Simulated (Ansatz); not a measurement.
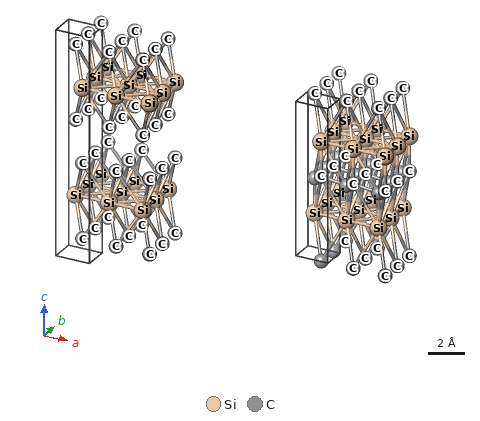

Two geometries of crystalline SiC₂ (a generated structure, set up in P6_3/mmc) (coarse preliminary run), drawn at one scale. One is the start of a relaxation, the other its converged end. A ball-and-stick model of the cell of the calculation, repeated 3 × 3 × 1 with one cell outlined, seen slightly off an axis.

Method: DFT PBE, scalar-relativistic, plane waves, PAW in Ansatz 0.2.0. Set-up: plane-wave cutoff 420 eV; k-point mesh 6 × 6 × 2; occupations gaussian; smearing width 0.1 eV; no spin polarisation; cell and atoms relaxed; force threshold 0.04 eV/Å; at most 70 steps.

Which of the two is the end point?

Answer. The right one is the relaxed one. Over 16 accepted moves (20 points after the start) the energy falls by 19.493 eV per cell of the calculation. Largest force component: 0.12 eV/Å at the start, 0.00075 eV/Å at the end. Pressure: −21.89 GPa at the start and −0.01 GPa at the end. The line search rejected the trial steps at points 13, 15 of the run. At 2 points the geometry stayed and the basis and grid were re-selected for the new cell (energy shift of 12.7 meV per cell of the calculation at most each time). The largest moves relative to the cell, 0.96 Å, are those of C atoms. Si stays in place. Cell: a = b 2.688 → 2.560 Å (−4.8 %), c 13.051 → 8.915 Å (−31.7 %). Volume −38.0 %. Near-neighbour distances that change, for instance: C–Si 4.350 → 2.016 Å, C–C 2.672 → 1.538 Å, C–Si 2.672 → 2.854 Å, Si–Si 2.688 → 2.560 Å. New bonds form: C–C (2.67 → 1.54 Å), C–Si (4.35 → 2.02 Å). The space group stays P6_3/mmc (No. 194). Cost: 17 s on 1 thread of Intel(R) Xeon(R) 6975P-C (Granite Rapids), with other jobs on the host, peak memory 0.36 GiB.

Limits of the set-up: the k-point mesh is coarse for a cell with partly filled bands.
